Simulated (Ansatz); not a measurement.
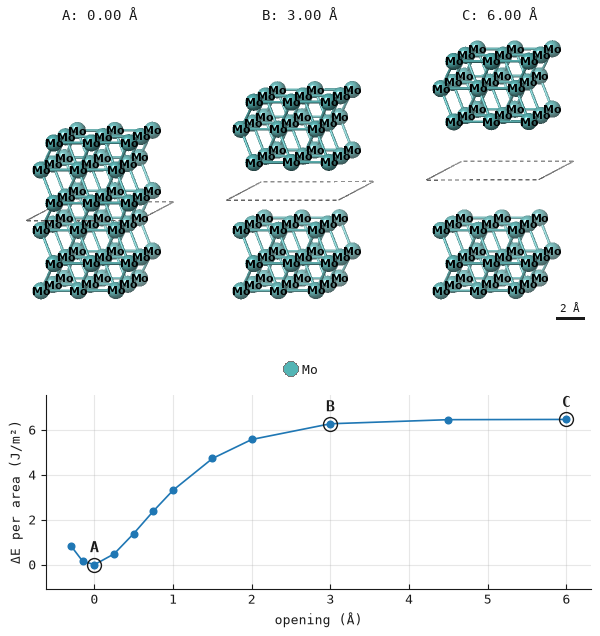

A crystal of Mo (Im-3m): the crystal is pulled apart rigidly along the normal of the (0 1 1) plane of the conventional cell, at a cut between a plane of Mo below and one of Mo above, 2.22 Å apart. One cut stands in each cell, which starts 8.9 Å high; nothing is relaxed, and the dashed outline marks the cut. The lettered frames are marked on the plot. A ball-and-stick model of the layers on both sides of the cut, seen from the side, nearly along the cut plane.

All numbers below come from DFT PBEsol, scalar-relativistic, plane waves, PAW in Ansatz 0.2.0. Settings: plane-wave cutoff 420 eV; k-point mesh 18 × 18 × 6; occupations gaussian; smearing width 0.15 eV; no spin polarisation. Energies (free energies at the smearing named) are counted from the cell as listed in its source, which wasn't relaxed.

Read off the main features of the energy profile.

At the widest opening, 6.00 Å, the energy has risen by 6.46 J/m², where the curve has levelled off: this is the ideal work of separation, the sum of the two unrelaxed surface energies of a slab 8.9 Å thick. The steepest rise lies between 0.50 Å and 0.75 Å, with a mean traction of about 40 GPa. Pressing the cut together by 0.30 Å costs 0.84 J/m².

The computed points:

```csv
opening (Å),ΔE per area (J/m²)
−0.30,0.84
−0.15,0.16
0.00,0.00
0.25,0.48
0.50,1.39
0.75,2.39
1.00,3.31
1.50,4.73
2.00,5.57
3.00,6.27
4.50,6.45
6.00,6.46
```
